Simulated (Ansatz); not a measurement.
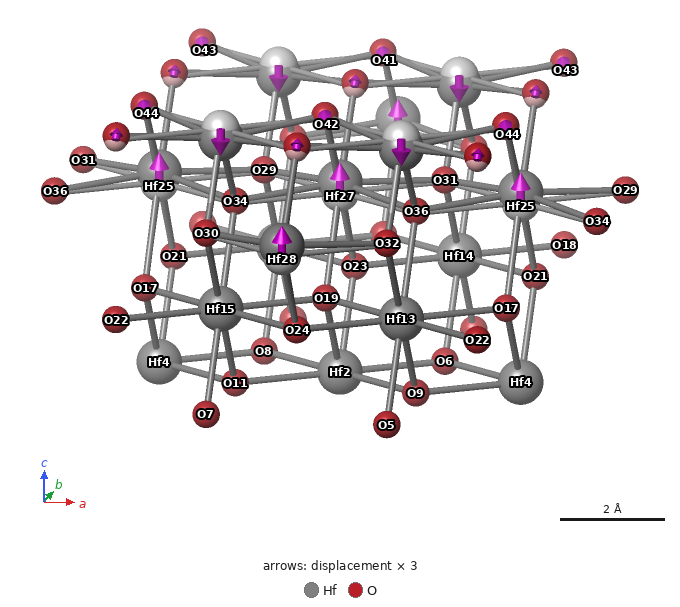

A constrained relaxation of a slab of composition HfO$_{2}$ (cut from the Fm-3m phase). The starting structure is drawn faded, the final one solid; purple arrows show the displacements, magnified 3 times.

A ball-and-stick model of the atoms within 5.8 Å of the atom that moves most (axes of the cell of the calculation, outlined in the plane, without the vacuum (origin shifted)), seen slightly off an axis.

Case: clean slab, lower planes held. The slab is the (1 1 0) face of HfO2. 24 atoms are held fixed.

Level of theory: DFT PBE+D3(BJ), scalar-relativistic, plane waves, PAW (Ansatz).

The input:
```yaml
crystal:
  lattice:
    - [7.174141898, 0.0, 0.0]
    - [0.0, 10.1457687705, 0.0]
    - [0.0, 0.0, 21.3806064235]
  atoms:
    - { symbol: Hf, position: [0.25, 0.25, 0.374170865] }
    - { symbol: Hf, position: [0.25, 0.75, 0.374170865] }
    - { symbol: Hf, position: [0.75, 0.25, 0.374170865] }
    - { symbol: Hf, position: [0.75, 0.75, 0.374170865] }
    - { symbol: O, position: [0.5, 0.375, 0.374170865] }
    - { symbol: O, position: [0.5, 0.875, 0.374170865] }
    - { symbol: O, position: [0.0, 0.375, 0.374170865] }
    - { symbol: O, position: [0.0, 0.875, 0.374170865] }
    - { symbol: O, position: [0.5, 0.625, 0.374170865] }
    - { symbol: O, position: [0.5, 0.125, 0.374170865] }
    - { symbol: O, position: [0.0, 0.625, 0.374170865] }
    - { symbol: O, position: [0.0, 0.125, 0.374170865] }
    - { symbol: Hf, position: [0.5, 0.5, 0.458056955] }
    - { symbol: Hf, position: [0.5, 0.0, 0.458056955] }
    - { symbol: Hf, position: [0.0, 0.5, 0.458056955] }
    - { symbol: Hf, position: [0.0, 0.0, 0.458056955] }
    - { symbol: O, position: [0.75, 0.625, 0.458056955] }
    - { symbol: O, position: [0.75, 0.125, 0.458056955] }
    - { symbol: O, position: [0.25, 0.625, 0.458056955] }
    - { symbol: O, position: [0.25, 0.125, 0.458056955] }
    - { symbol: O, position: [0.75, 0.875, 0.458056955] }
    - { symbol: O, position: [0.75, 0.375, 0.458056955] }
    - { symbol: O, position: [0.25, 0.875, 0.458056955] }
    - { symbol: O, position: [0.25, 0.375, 0.458056955] }
    - { symbol: Hf, position: [0.75, 0.75, 0.541943045] }
    - { symbol: Hf, position: [0.75, 0.25, 0.541943045] }
    - { symbol: Hf, position: [0.25, 0.75, 0.541943045] }
    - { symbol: Hf, position: [0.25, 0.25, 0.541943045] }
    - { symbol: O, position: [0.0, 0.875, 0.541943045] }
    - { symbol: O, position: [0.0, 0.375, 0.541943045] }
    - { symbol: O, position: [0.5, 0.875, 0.541943045] }
    - { symbol: O, position: [0.5, 0.375, 0.541943045] }
    - { symbol: O, position: [0.0, 0.125, 0.541943045] }
    - { symbol: O, position: [0.0, 0.625, 0.541943045] }
    - { symbol: O, position: [0.5, 0.125, 0.541943045] }
    - { symbol: O, position: [0.5, 0.625, 0.541943045] }
    - { symbol: Hf, position: [0.0, 0.0, 0.625829135] }
    - { symbol: Hf, position: [0.0, 0.5, 0.625829135] }
    - { symbol: Hf, position: [0.5, 0.0, 0.625829135] }
    - { symbol: Hf, position: [0.5, 0.5, 0.625829135] }
    - { symbol: O, position: [0.25, 0.125, 0.625829135] }
    - { symbol: O, position: [0.25, 0.625, 0.625829135] }
    - { symbol: O, position: [0.75, 0.125, 0.625829135] }
    - { symbol: O, position: [0.75, 0.625, 0.625829135] }
    - { symbol: O, position: [0.25, 0.375, 0.625829135] }
    - { symbol: O, position: [0.25, 0.875, 0.625829135] }
    - { symbol: O, position: [0.75, 0.375, 0.625829135] }
    - { symbol: O, position: [0.75, 0.875, 0.625829135] }
basis:
  ecutwfc: 420
kpoints:
  mp_grid: { grid: [2, 2, 1] }
hamiltonian:
  xc: pbe
  dispersion: d3bj
scf:
  occupations: { method: gaussian, width: 0.05 }
output:
  forces: true
  eigenvalues: true
  write_density: true
  write_potential: true
  elf: true
  volumetric_format: npy
relax:
  adjacent_minimum: "off"
  f_tol: 0.03
  max_steps: 70
  constraints:
    - { sites: [0, 1, 2, 3, 4, 5, 6, 7, 8, 9, 10, 11, 12, 13, 14, 15, 16, 17, 18, 19, 20, 21, 22, 23] }
efield:
  axis: 3
  dipole_correction: true
  ramp_width: 0.04
```

Launched with:
```bash
ansatz run input.yaml --threads 8 --pin off --max-ram 20480MiB --backend cpu --events-out ev --progress --plain --runs-dir out
```

Which element moves most?

Hafnium: up to 0.20 Å, against 0.08 Å for oxygen.

What happened in the run?

The largest moves, 0.20 Å, are those of Hf25, Hf26, Hf27 and Hf28. Hf27 goes along the normal (+c). Largest moves by element: Hf 0.20 Å, O 0.08 Å. The cell doesn't change. Among the contacts that change: Hf13–Hf40 3.587 → 3.407 Å, O17–Hf25 2.197 → 2.364 Å, O29–Hf37 2.197 → 2.030 Å, Hf25–O44 2.197 → 2.119 Å. Bond angles that change, for instance: O41–Hf39–O48 180.0° → 166.9°, O31–Hf39–O35 70.5° → 78.2°, O31–Hf39–O41 109.5° → 116.2°. The energy falls by 2.841 eV per cell of the calculation in 4 geometry steps. Largest force component: 4.2 eV/Å at the start, 0.02 eV/Å at the end. The run took 3 min on 8 threads of Arm Neoverse V2, on a shared host, peak memory 8.5 GiB.
